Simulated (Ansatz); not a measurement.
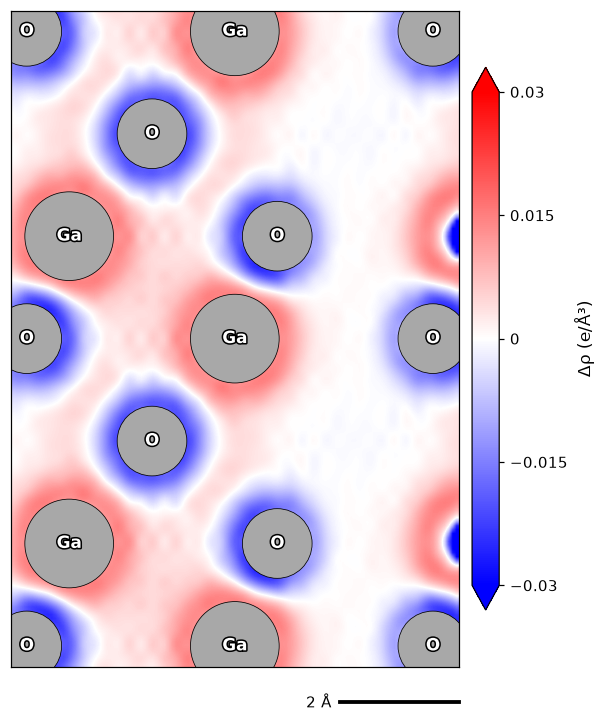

Ga$_{2}$O$_{3}$. Difference of the valence pseudo-densities of two functionals at the same geometry, on the (110) plane of the calculation cell: PBE less r2SCAN.

Both computed with Ansatz (plane waves, PAW), on the same k-point mesh. Grey discs cover the atomic cores.

```xyz
5
Lattice="2.9909 0.0000 0.0000 -1.4955 2.5902 0.0000 0.0000 0.0000 6.8458" Properties=species:S:1:pos:R:3 pbc="T T T"
Ga    0.0000    1.7268    1.3960
Ga    1.4955    0.8634    5.4498
O     0.0000    0.0000    0.0000
O     0.0000    1.7268    4.7346
O     1.4955    0.8634    2.1112
```

Q: What does the difference map show?

A: Against r2SCAN, PBE gives more density around Ga (+0.011 e/Å³ on average at 1.0 Å from the nucleus) and less density around O (−0.016 e/Å³ on average at 0.7 Å from the nucleus).
